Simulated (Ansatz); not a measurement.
System: NbP.

Space group I4_1/amd; the calculation finds a residual pressure of about 19 GPa at this fixed cell. So large a residual pressure suggests that the database cell is idealised or belongs to other conditions.

```
CELL_PARAMETERS angstrom
3.32500 0.00000 0.00000
0.00000 3.32500 0.00000
0.00000 0.00000 11.38000
ATOMIC_POSITIONS crystal
Nb 0.00000 0.00000 0.00000
Nb 0.50000 0.50000 0.50000
Nb 0.00000 0.50000 0.25000
Nb 0.50000 0.00000 0.75000
P 0.00000 0.00000 0.50000
P 0.50000 0.50000 0.00000
P 0.50000 0.00000 0.25000
P 0.00000 0.50000 0.75000
```

Method: DFT PBE, scalar-relativistic, plane waves, PAW in Ansatz.

What makes up the frontier states of this crystal?

The calculation finds no gap at the Fermi level. The states at the Fermi level: Nb 4d (70 %) and P 3p (25 %) by Löwdin projection on a minimal orbital set; in space Nb about 60 % and P about 40 %.

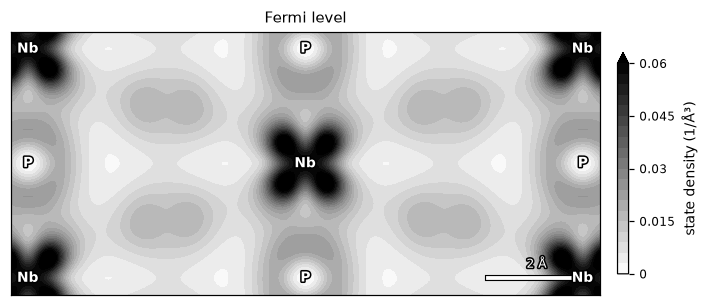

Computed densities of these states (window −0.25 to +0.25 eV about the Fermi level) on the (110) plane of the conventional cell.

Core electrons are frozen (PAW), so the fields are smoothed inside the atomic spheres.
